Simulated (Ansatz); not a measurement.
## Electronic structure of Al$_{2}$O$_{3}$ in real space

Input

```
crystal:
  lattice:
    - [-1.399567, 1.868311, 4.4019491]
    - [1.399567, -1.868311, 4.4019491]
    - [1.399567, 1.868311, -4.4019491]
  atoms:
    - { symbol: Al, position: [0.655475, 0.655475, 0.0] }
    - { symbol: Al, position: [0.344525, 0.344525, 0.0] }
    - { symbol: O, position: [0.5, 0.0, 0.5] }
    - { symbol: O, position: [0.196384, 0.696384, 0.5] }
    - { symbol: O, position: [0.803616, 0.303616, 0.5] }
basis:
  ecutwfc: 420
kpoints:
  mp_grid: { grid: [8, 8, 8] }
  band_path:
    path:
      - [[0.0, 0.0, 0.0], [0.5, 0.5, -0.5], [0.27527187, 0.72472813, -0.27527187]]
      - [[-0.27527187, 0.27527187, 0.27527187], [0.0, 0.0, 0.0], [0.29503481, -0.29503481, 0.29503481]]
      - [[0.70496519, 0.29503481, -0.29503481], [0.5, 0.5, -0.5]]
      - [[0.0, 0.0, 0.0], [0.0, 0.5, 0.0], [0.25, 0.25, 0.25], [0.5, 0.0, 0.0], [0.0, 0.0, 0.0], [0.0, 0.0, 0.5], [0.25, 0.25, 0.25]]
    npoints: 4
hamiltonian:
  xc: hse06
scf:
  occupations: { method: gaussian, width: 0.02 }
output:
  forces: true
  stress: true
  eigenvalues: true
  populations: true
  dos: { projected: true, de: 0.02 }
  bader: false
  write_density: true
  write_potential: true
  elf: true
  volumetric_format: npy
```

Run with:

```sh
ansatz run input.yaml --threads 1 --pin off --max-ram 3072MiB --backend cpu --events-out ev --progress --plain --runs-dir out
```

Below, planes, directions and counts refer to the conventional cell (a = 2.80 Å, b = 3.74 Å, c = 8.80 Å, α = 90.00°, β = 90.00°, γ = 90.00°).

Space group Immm; a structure generated by program, which may or may not match a known phase; computed pressure about −8 GPa in this cell.

All numbers below come from DFT HSE06, scalar-relativistic, plane waves, PAW (Ansatz 0.2.0).

In a PAW calculation such maps are meaningful between the atoms, not at the nuclei.

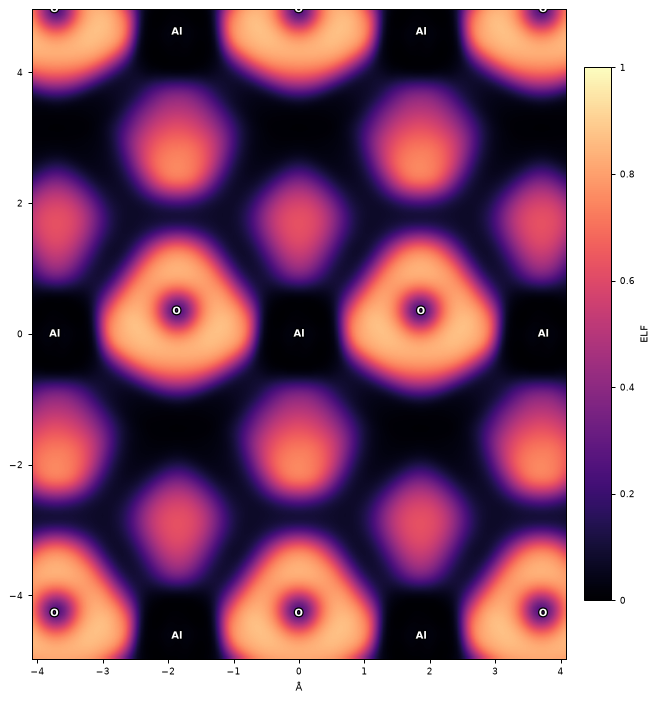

Figure 1. ELF on the (101) plane of the conventional cell.

Interpret the plot.

Answer. The section cuts through Al and O sites. Atoms just off the plane (Al, 0.8 Å away and O, 0.9 Å away) can leave unmarked features too. Al–O (1.90 Å): the ELF peaks at about 0.85 in the valence shell of O, 0.7 Å from its nucleus, and is about 0.80 at the midpoint.

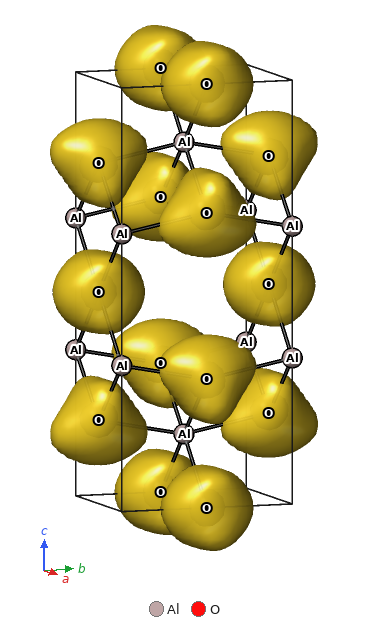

Figure 2. Isosurface of the electron localisation function at 0.7 (yellow), seen slightly off an axis. Only the valence region is drawn (cores and ρ < 0.01 e/Å³ removed). Sticks mark near contacts.

Describe the localisation domains.

Answer. The surface consists of six regions on O in which the atom's valence shell and bonds are merged, counted in one cell of 10 atoms. Any copies at cell faces, edges or corners count once. Along the contacts the grid gives the following. Al–O (1.96 Å): the ELF peaks at about 0.85 in the valence shell of O, 0.7 Å from its nucleus, and is about 0.75 at the midpoint.

Does the calculation give a band gap?

Answer. It is gapped, with a Kohn–Sham gap of 7.0 eV on the k-point mesh (the band edges may lie off the mesh, which would make the gap smaller).
